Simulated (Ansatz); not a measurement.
# Dielectric function and optical constants of BP

Wanted: where BP starts to absorb, how strongly, and its refractive index.

Program: Ansatz 0.2.0. Level of theory: DFT, PBE, plane-wave PAW, default files, scalar-relativistic, independent-particle optical response without local fields. Results are calculated unless marked as measured.

**1. Set-up**

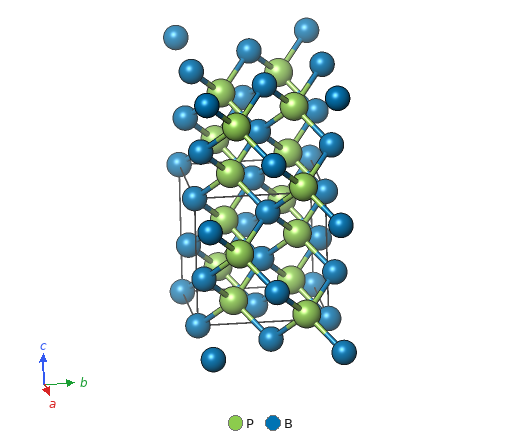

The cell as given, slightly off an axis (phosphorus green, boron blue). 2×1×2 cells are drawn. This picture shows the conventional cell, with its axes. Bonds to atoms that aren't drawn are left out. Some periodic images of atoms are drawn too.

Structure file:

```cif
data_structure
_symmetry_space_group_name_H-M 'F-43m'
_symmetry_Int_Tables_number 216
_cell_length_a 4.5380
_cell_length_b 4.5380
_cell_length_c 4.5380
_cell_angle_alpha 90.000
_cell_angle_beta 90.000
_cell_angle_gamma 90.000
_cell_volume 93.45
loop_
_atom_site_label
_atom_site_type_symbol
_atom_site_symmetry_multiplicity
_atom_site_Wyckoff_symbol
_atom_site_fract_x
_atom_site_fract_y
_atom_site_fract_z
_atom_site_occupancy
P1 P 4 c 0.25000 0.25000 0.25000 1
B1 B 4 a 0.00000 0.00000 0.00000 1
```

**2. Ground state and bands**

First the ground state: is it a metal or has it a gap?

This step: DFT, PBE, plane-wave PAW, default files, scalar-relativistic, ground state (Ansatz 0.2.0).

input.yaml

```yaml
crystal:
  lattice:
    - [0.0, 2.269, 2.269]
    - [2.269, 0.0, 2.269]
    - [2.269, 2.269, 0.0]
  atoms:
    - { symbol: P, position: [0.75, 0.75, 0.75] }
    - { symbol: B, position: [0.0, 0.0, 0.0] }
kpoints:
  mp_grid: { grid: [8, 8, 8] }
  band_path:
    path:
      - [[0.0, 0.0, 0.0], [0.5, 0.0, 0.5], [0.5, 0.25, 0.75], [0.375, 0.375, 0.75], [0.0, 0.0, 0.0], [0.5, 0.5, 0.5], [0.625, 0.25, 0.625], [0.5, 0.25, 0.75], [0.5, 0.5, 0.5], [0.375, 0.375, 0.75]]
      - [[0.625, 0.25, 0.625], [0.5, 0.0, 0.5]]
    npoints: 7
scf:
  occupations: { method: fermi_dirac, width: 0.05 }
  n_extra_bands: 6
hamiltonian:
  xc: pbe
  pseudopotentials: { kind: paw }
output:
  forces: true
  stress: true
  populations: true
  write_bands: true
  write_density: true
  write_potential: true
  elf: true
  volumetric_format: npy
```

Started as:

```sh
$ ansatz run input.yaml --threads 2 --pin off --max-ram 5120MiB --backend cpu --events-out ev --progress --plain --runs-dir out
```

Numbers of over 12 decimals in the logs are rounded to 6 here.

What it wrote:

```text
scf.n_extra_bands = 6 over 4 filled bands (N_el = 8.0): the run solves 10 bands
Engine: ansatz 0.2.0, aarch64-unknown-linux-gnu
Pseudopotentials: kind: paw
Pseudopotential: P, paw, valence charge 5, recommended cutoff 420 eV (normal), P.paw.azcp
Pseudopotential: B, paw, valence charge 3, recommended cutoff 420 eV (normal), B.paw.azcp
Functional definition: PBE
  parameter kappa = 0.804
  parameter beta = 0.066725
  exchange = pbe_x(kappa = kappa, mu = beta*pi^2/3)
  correlation = pbe_c(beta = beta)
Crystal: 2 atoms, lattice volume = 23.363 Å³
Basis set: ecut = 420 eV, 459 PW (Γ), exchange–correlation on 48×48×48 points (8 copies of the dense FFT grid, shifted against one another)
Bands: 10, of which v1, the nominal top of the filled ones, is band 4 counted from 1 (3 counted from 0)
Symmetry: 24 space group operations
Space group: F-43m (ITA 216), of the structure as read, at distance tolerance 2.9e-5 Å
k-points: 29 of 512 (time reversal used)
Non-local potential: P, projectors of the file, l = 0: 2, l = 1: 2, l = 2: 2
Non-local potential: B, projectors of the file, l = 0: 2, l = 1: 2, l = 2: 1
PAW form: soft (Blöchl's): semilocal exchange-correlation on the pseudo side does not see the compensation charge
PAW one-centre angular grid: P, 110 points (default); XC on 64 Gauss nodes
PAW one-centre angular grid: B, 110 points (default); XC on 64 Gauss nodes
Initial density: superposition of atomic densities (neutral atoms: chi_scale 0, normalization atom), corrected by the library's trained network
Initial wavefunctions: pseudopotential atomic-orbital guess
Functional: x = pbe(κ = 0.804, μ = 0.219515), c = pbe(β = 0.066725)
SCF iter   1: F=—  HF=-912.444489 eV  |F-HF|=—  |Δ(HF+E_count)|=         —  Δρ=1.49e-3  dr2=4.47e-4  ethr=1.77e-3  ⟨swp⟩=6.2  Hψ=2430  notcnv=0  defer=3
preconditioner: auto → none  [insulator: Δε(μ)=1.269 eV  Ē_g=14.974 eV  σ=0.050 eV  W_gap=1.00  n_scr=0 (ndim 8)  ℏωp=21.7 eV  f_vac=0.000  D(μ)=0.00/eV (n_scr^D=0)  ε∞_Penn≈3.1]
SCF iter   2: F=—  HF=-912.444585 eV  |F-HF|=—  |Δ(HF+E_count)|=   9.62e-5  Δρ=8.29e-4  dr2=1.52e-4  ethr=5.58e-6  ⟨swp⟩=2.2  Hψ=648  notcnv=0  defer=13
SCF iter   3: F=—  HF=-912.444558 eV  |F-HF|=—  |Δ(HF+E_count)|=   2.72e-5  Δρ=3.99e-4  dr2=1.64e-5  ethr=1.90e-6  ⟨swp⟩=2.0  Hψ=336  notcnv=0  defer=13
SCF iter   4: F=—  HF=-912.444580 eV  |F-HF|=—  |Δ(HF+E_count)|=   2.19e-5  Δρ=1.30e-4  dr2=5.05e-6  ethr=2.04e-7  ⟨swp⟩=2.0  Hψ=361  notcnv=0  defer=13
SCF iter   5: F=—  HF=-912.444578 eV  |F-HF|=—  |Δ(HF+E_count)|=   1.34e-6  Δρ=3.73e-5  dr2=4.12e-7  ethr=6.31e-8  ⟨swp⟩=2.0  Hψ=330  notcnv=0  defer=13
SCF iter   6: F=-912.444578 eV  HF=-912.444578 eV  |F-HF|=2.40e-8  |Δ(HF+E_count)|=   1.10e-7  Δρ=1.06e-5  dr2=3.31e-8  ethr=1.25e-9  ⟨swp⟩=11.6  Hψ=1924  notcnv=0
SCF 1 converged in 6 iterations: F = -912.444578 eV  dr2 = 3.31e-8
  greatest PAW one-centre occupation: 0.774 electrons in one spin orbital (limit 2), on the P atom at site 0 (counted from 0), in its partial waves of l = 0
NSCF: frozen V_eff on 72 k-points
SCF converged after 6 iterations
Free energy (F): -912.444578 eV
Harris-Foulkes:  -912.444578 eV  (|F-HF|=2.40e-8)
Internal energy: -912.444578 eV  (E = F + TS)
E sigma→0 (E₀):  -912.444578 eV
Entropy (-TS):   -0.000000 eV (-0.000 meV/atom)
Fermi energy:    9.881118 eV
--- Per-component energies (eV) ---
  E_band       = 22.188559
  E_kinetic    = 121.710782
  E_local      = -67.919636  (includes V_loc(G=0)·N_el)
  E_nonlocal   = 45.022464
  E_hartree    = 17.058193
  E_xc         = -94.861407
  E_vxc        = -100.534076  (∫ρ·V_xc dr)
  E_paw        = -647.963457  (= ΣΔE_a)
  E_vpaw       = -10.207585  (= ΣTr[D̂ρ^β])
  E_aug_tail   = 0.000001  (compensation charges beyond the density's cutoff)
  E_ewald      = -285.491518
  E_smearing   = -0.000000  (= −TS)
  E_closure    = -0.000000  (closes the sum)
  Σ components = -912.444578   (vs F -912.444578, Δ=0.00e0)
--- Forces (eV/Å), atoms counted from 1 ---
  atom   1  P      0.00000000     0.00000000     0.00000000
  atom   2  B     -0.00000000     0.00000000    -0.00000000
  max |Σ_I F_I| component: 2.41e-16 eV/Å
--- Stress (GPa, compression-positive) ---
        1.147348       0.000000       0.000000
       -0.000000       1.147348       0.000000
       -0.000000       0.000000       1.147348
  P = ⅓ Tr σ = 1.1473 GPa (11.473 kbar)
--- Band table (eV; the first three rows and the last of 29) ---
  k-point 0: bands = ["-6.1919", "9.2652", "9.2652", "9.2652", "12.6688", "12.6688", "12.6688", "16.6368", "20.7767", "21.2797"]
  k-point 1: bands = ["-5.9110", "7.4129", "8.8379", "8.8379", "13.1988", "13.2587", "13.2587", "17.4245", "20.4037", "20.4037"]
  k-point 2: bands = ["-5.0870", "4.4218", "8.1494", "8.1494", "13.2631", "14.0257", "14.0257", "18.8717", "20.1566", "20.1566"]
  k-point 28: bands = ["-1.0642", "1.2080", "3.5939", "3.7982", "14.5902", "16.0233", "16.5012", "16.7072", "22.0282", "25.3559"]
--- Löwdin populations: 2 sites ---
  site symbol       q [e]
     0      P      4.2507
     1      B      3.6871
  spilling = 0.007783 (of n_electrons = 8.000000)
```

The job ended after 1.6 s (2 threads of Arm Neoverse V1, shared host; peak memory 0.26 GiB; 2.4 s of CPU time).

Read-outs, printed or worked out from the files:

| Quantity | Value |
| --- | --- |
| free energy | -912.4446 eV |
| Fermi energy | 9.881 eV |
| gap by band count | 1.273 eV |
| electrons | 8 |
| symmetry operations | 24 |
| pressure | 1.147 GPa |
| volume | 23.36 Å³ |
| gap on the path | 1.243 eV |
| least direct gap on the path | 3.404 eV |

There is a gap, 1.24 eV on the path, so no carriers' term is needed. The cell is left with a pressure of 1.1 GPa, as it stands unrelaxed at this level.

Electronic bands along the path, in eV, zero at the Fermi level; v1 is the highest filled band, c1 the lowest empty one:

| point | v4 | v3 | v2 | v1 | c1 | c2 | c3 | c4 |
| --- | --- | --- | --- | --- | --- | --- | --- | --- |
| Γ | -16.07 | -0.62 | -0.62 | -0.62 | 2.79 | 2.79 | 2.79 | 6.76 |
| X | -11.22 | -9.20 | -4.73 | -4.73 | 0.72 | 1.04 | 11.46 | 11.46 |
| W | -10.95 | -8.67 | -6.29 | -6.08 | 4.71 | 6.14 | 6.62 | 6.83 |
| K | -11.22 | -8.78 | -6.84 | -4.12 | 1.53 | 5.38 | 9.09 | 9.98 |
| Γ | -16.07 | -0.62 | -0.62 | -0.62 | 2.79 | 2.79 | 2.79 | 6.76 |
| L | -12.75 | -9.65 | -2.37 | -2.37 | 3.16 | 4.09 | 4.09 | 9.51 |
| U | -11.22 | -8.78 | -6.84 | -4.12 | 1.53 | 5.38 | 9.09 | 9.98 |
| W | -10.95 | -8.67 | -6.29 | -6.08 | 4.71 | 6.14 | 6.62 | 6.83 |
| L | -12.75 | -9.65 | -2.37 | -2.37 | 3.16 | 4.09 | 4.09 | 9.51 |
| K | -11.22 | -8.78 | -6.84 | -4.12 | 1.53 | 5.38 | 9.09 | 9.98 |
| jump to U | -11.22 | -8.78 | -6.84 | -4.12 | 1.53 | 5.38 | 9.09 | 9.98 |
| X | -11.22 | -9.20 | -4.73 | -4.73 | 0.72 | 1.04 | 11.46 | 11.46 |

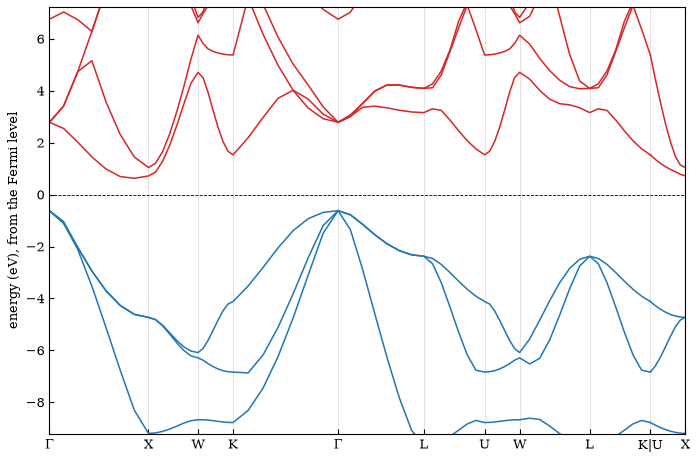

Electronic bands along the path; lines of filled and empty bands in two colours.

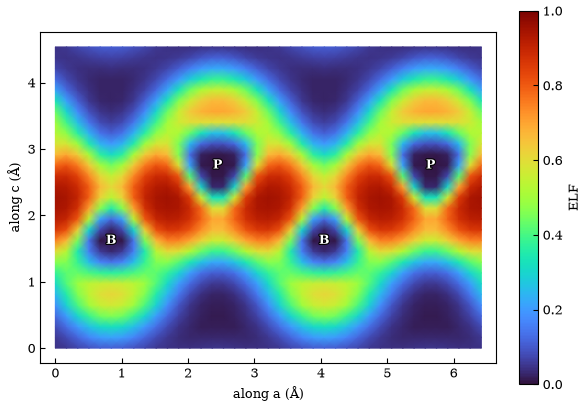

ELF in the ac plane of a cell with a along [110], b along [-110] and c along [001] of the cube at fractional y = 0.000, with atoms of P and B within 0.2 Å of it. It is the smooth field of the valence electrons, not physical close to the nuclei. The map starts off the cell's origin, so that atoms lie inside it.

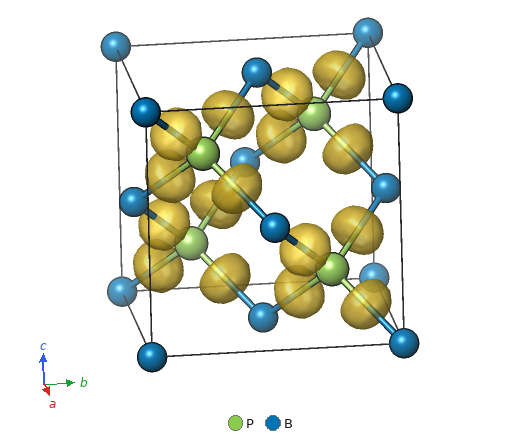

Surface of ELF = 0.85. Bonds to atoms that aren't drawn are left out.

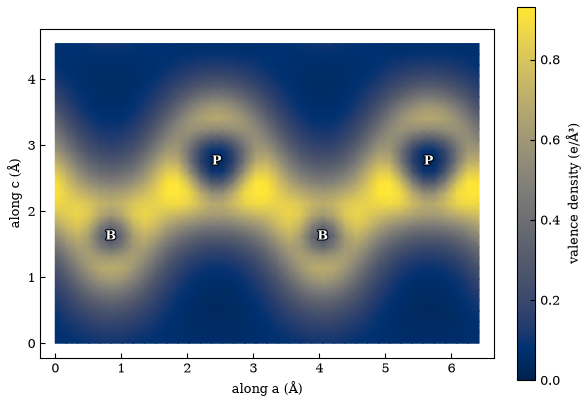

Valence density in the ac plane of a cell with a along [110], b along [-110] and c along [001] of the cube at fractional y = 0.000, with atoms of P and B within 0.2 Å of it. It is the smooth field of the valence electrons, not physical close to the nuclei. The map starts off the cell's origin, so that atoms lie inside it.

**3. Spectrum**

The spectrum is a sum over vertical transitions between filled and empty bands at the fixed density, so many empty bands are needed.

This step: DFT, PBE, plane-wave PAW, default files, scalar-relativistic, independent-particle optical response without local fields (Ansatz 0.2.0).

input.yaml, the sections that differ from step 2:

```yaml
kpoints:
  mp_grid: { grid: [8, 8, 8] }
scf:
  occupations: { method: fixed }
output:
  optics:
    e_range: [0, 25]
    de: 0.05
    sigma: 0.1
    nscf_kmesh: { grid: [11, 11, 11] }
    bands: auto
# crystal, hamiltonian: as in step 2
```

What it wrote:

```text
[...]
Crystal: 2 atoms, lattice volume = 23.363 Å³
Basis set: ecut = 420 eV, 459 PW (Γ)
Bands: 8, of which v1, the nominal top of the filled ones, is band 4 counted from 1 (3 counted from 0)
Symmetry: 24 space group operations
[...]
k-points: 29 of 512 (time reversal used)
[...]
SCF iter   1: F=—  HF=-912.444478 eV  |F-HF|=—  |Δ(HF+E_count)|=         —  Δρ=1.51e-3  dr2=4.72e-4  ethr=1.77e-3  ⟨swp⟩=5.2  Hψ=1705  notcnv=0  defer=54
[...]
SCF iter   8: F=-912.444574 eV  HF=-912.444574 eV  |F-HF|=1.02e-12  |Δ(HF+E_count)|=  2.17e-10  Δρ=8.43e-8  dr2=2.06e-12  ethr=1.00e-12  ⟨swp⟩=5.7  Hψ=1339  notcnv=0
SCF 1 converged in 8 iterations: F = -912.444574 eV  dr2 = 2.06e-12
[...]
NSCF: frozen V_eff on 56 k-points
[...]
output.optics: what the bands over the 23 summed would add to eps1, eps2 and the energy-loss function is held between a lower and an upper bound (6 Lanczos steps). eps1, eps2 and their loss function (loss_summed_bands) are given on every row as the summed bands alone make them. Along an axis, on a row where the two bounds hold the loss function to about 1 % of the greater of itself and 0.5 % of |1/eps|, its cell (loss_completed) is given, with the completed eps1 and eps2 that it is formed of (a cell that is left empty reads nan in the table and null in the record). The two bounds hold it so along every axis on all 501 rows up to 25.000 eV. [rest of the remark cut]
SCF converged after 8 iterations
Free energy (F): -912.444574 eV
[...]
Internal energy: -912.444574 eV  (E = F + TS)
E sigma→0 (E₀):  -912.444574 eV
Fermi energy:    9.265197 eV
[...]
--- Band table (eV; the first three rows and the last of 29) ---
[...]
```

It took 7.5 s on 2 threads; peak memory 0.47 GiB.

Read-outs, printed or worked out from the files:

```
electronic dielectric constant ε∞, mean over x, y and z (by symmetry where fewer were run)                                                          : 9.493
absorption onset, first axis (α over 10⁴ cm⁻¹, or the direct gap if that lies higher)                                                               : 3.404 eV
main peak of Im epsilon, first axis                                                                                                                 : 5.839 eV
centre of weight of the strongest loss peak in the window                                                                                           : 22.17 eV
photocurrent from vertical transitions in a film 500 nm thick on a perfect mirror (two passes), AM1.5G, no front reflection, all carriers collected : 0.5940 mA/cm²
least direct gap on the mesh                                                                                                                        : 3.404 eV
bands summed                                                                                                                                        : 23
spectra valid up to                                                                                                                                 : 37.07 eV
program's estimate of the k-sum error in Im epsilon                                                                                                 : 0.24 %
electrons in the f-sum                                                                                                                              : 7.181
```

The Im ε, any direction has structure finer than the step of the table below, so its rows give means over 2 eV, whole bins alone (the curve runs from 0 to 25 eV). Peaks (eV: height): 5.8: 49.7.

The Im ε, any direction by photon energy; means over each step:

| photon energy (eV) | Im ε, any direction |
| --- | --- |
| 2 | 0 |
| 4 | 4.76 |
| 6 | 23.4 |
| 8 | 7.73 |
| 10 | 3.16 |
| 12 | 1.71 |
| 14 | 0.964 |
| 16 | 0.574 |
| 18 | 0.357 |
| 20 | 0.260 |
| 22 | 0.163 |
| 24 | 0.0841 |

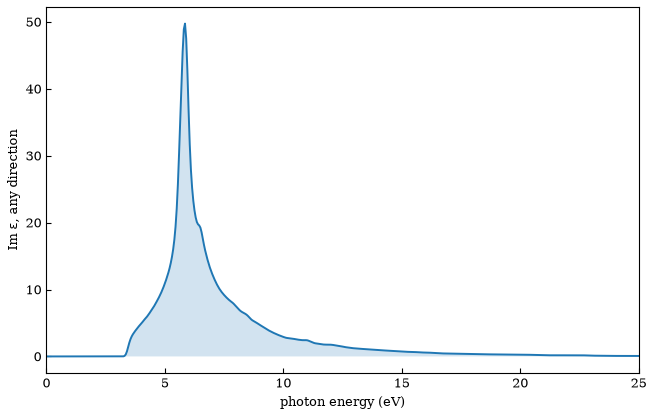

Im ε, any direction against photon energy.

Table of Re ε, any direction by photon energy:

| photon energy (eV) | Re ε, any direction |
| --- | --- |
| 0 | 9.49 |
| 1 | 9.75 |
| 2 | 10.7 |
| 3 | 13.1 |
| 4 | 16.8 |
| 5 | 20.5 |
| 6 | -12.0 |
| 7 | -8.49 |
| 8 | -6.30 |
| 9 | -5.22 |
| 10 | -3.93 |
| 11 | -3.03 |
| 12 | -2.38 |
| 13 | -1.96 |
| 14 | -1.54 |
| 15 | -1.22 |
| 16 | -0.940 |
| 17 | -0.697 |
| 18 | -0.492 |
| 19 | -0.320 |
| 20 | -0.196 |
| 21 | -0.110 |
| 22 | 0.0185 |
| 23 | 0.0820 |
| 24 | 0.193 |
| 25 | 0.296 |

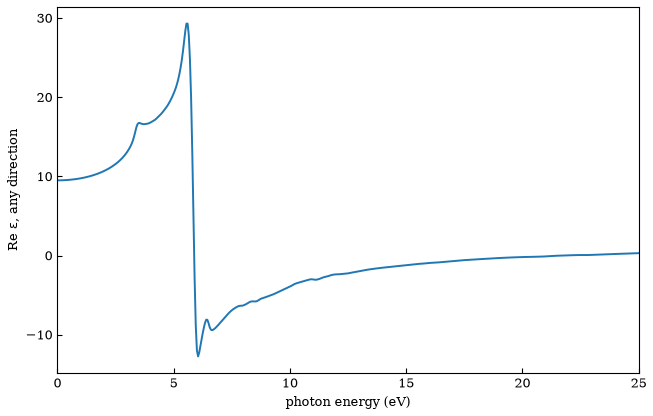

Re ε, any direction, plotted against photon energy.

The refractive index n and extinction k by photon energy:

| photon energy (eV) | n | k |
| --- | --- | --- |
| 0.0 | 3.08 | 0 |
| 2.5 | 3.40 | 0 |
| 5.0 | 4.67 | 1.17 |
| 7.5 | 1.51 | 3.04 |
| 10.0 | 0.695 | 2.10 |
| 12.5 | 0.468 | 1.57 |
| 15.0 | 0.316 | 1.15 |
| 17.5 | 0.243 | 0.803 |
| 20.0 | 0.263 | 0.515 |
| 22.5 | 0.345 | 0.238 |
| 25.0 | 0.548 | 0.0672 |

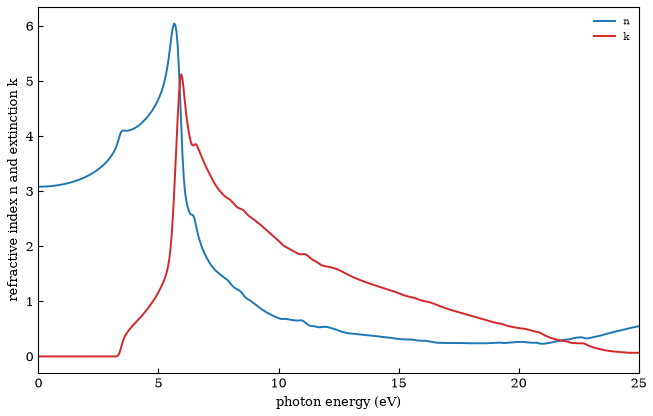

Refractive index n and extinction k against photon energy.

Reflectivity at normal incidence, any direction against photon energy; read off at these points:

| photon energy (eV) | reflectivity at normal incidence, any direction (%) |
| --- | --- |
| 0 | 26.0 |
| 1 | 26.5 |
| 2 | 28.2 |
| 3 | 32.1 |
| 4 | 38.1 |
| 5 | 44.3 |
| 6 | 68.9 |
| 7 | 63.2 |
| 8 | 60.7 |
| 9 | 61.6 |
| 10 | 61.8 |
| 11 | 57.9 |
| 12 | 57.3 |
| 13 | 59.8 |
| 14 | 58.2 |
| 15 | 58.6 |
| 16 | 57.1 |
| 17 | 57.6 |
| 18 | 54.2 |
| 19 | 49.4 |
| 20 | 43.5 |
| 21 | 45.2 |
| 22 | 31.4 |
| 23 | 25.8 |
| 24 | 14.8 |
| 25 | 8.69 |

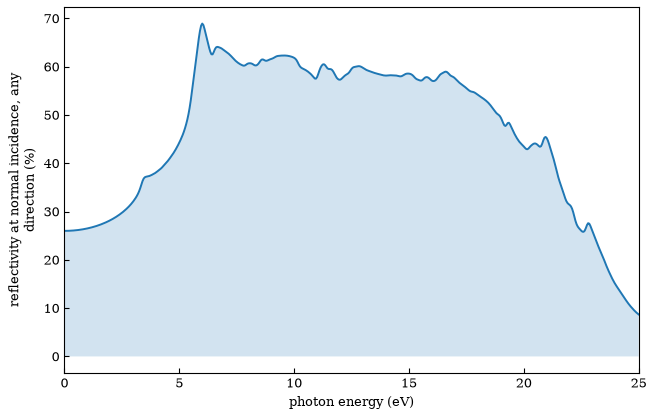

Reflectivity at normal incidence, any direction against photon energy.

Values under 1 per cm are given as 1. Table of absorption coefficient, any direction by photon energy:

| photon energy (eV) | absorption coefficient, any direction (1/cm) |
| --- | --- |
| 0.000 | 1 |
| 2.500 | 1 |
| 5.000 | 5.9e5 |
| 7.500 | 2.3e6 |
| 10.000 | 2.1e6 |
| 12.500 | 2.0e6 |
| 15.000 | 1.7e6 |
| 17.500 | 1.4e6 |
| 20.000 | 1.0e6 |
| 22.500 | 5.4e5 |
| 25.000 | 1.7e5 |

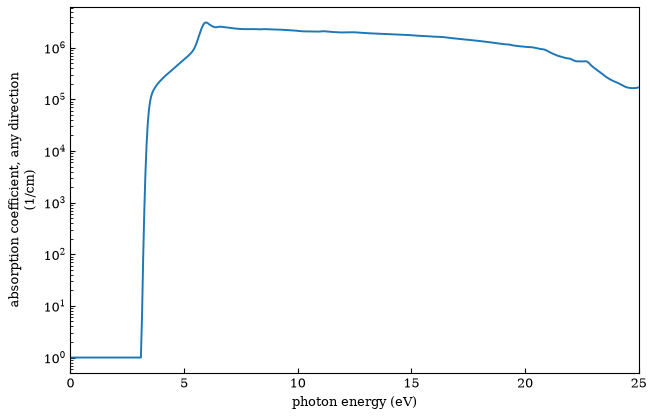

Absorption coefficient, any direction, plotted against photon energy.

From ε follow the optical constants at some laser and lamp lines:

| wavelength (nm) | n | k | R (%) | 1/α |
| --- | --- | --- | --- | --- |
| 1550 | 3.11 | 0.000 | 26.3 | over 1 mm |
| 1064 | 3.14 | 0.000 | 26.7 | over 1 mm |
| 800 | 3.19 | 0.000 | 27.3 | over 1 mm |
| 633 | 3.26 | 0.000 | 28.1 | over 1 mm |
| 450 | 3.49 | 0.000 | 30.8 | over 1 mm |
| 405 | 3.66 | 0.000 | 32.5 | over 1 mm |
| 193 | 2.56 | 3.834 | 62.6 | 4.0 nm |

Rows near the edge hang on the gap, which this functional as a rule makes too small, and phonon-assisted absorption is left out.

A film 1 µm thick would pass 55 % of daylight and look colourless, dimmed by reflection in transmission (x = 0.317, y = 0.334).

The f-sum over the summed bands holds 7.2 of the cell's 8 electrons outside the frozen cores. Up to 25 eV the strength has a mean oscillator energy of 6.9 eV, close to the main peak.

[end of part 1 of 2]

[Logs are printed without paths, hosts, clocks, repeated set-up lines and the standing remarks that a program may print on its own settings, such as how far it seeks lower states.]

[Hosts, paths, dates, database ids (printed as entryN), source tags and the programs' standing remarks are cut or masked in the printed files.]
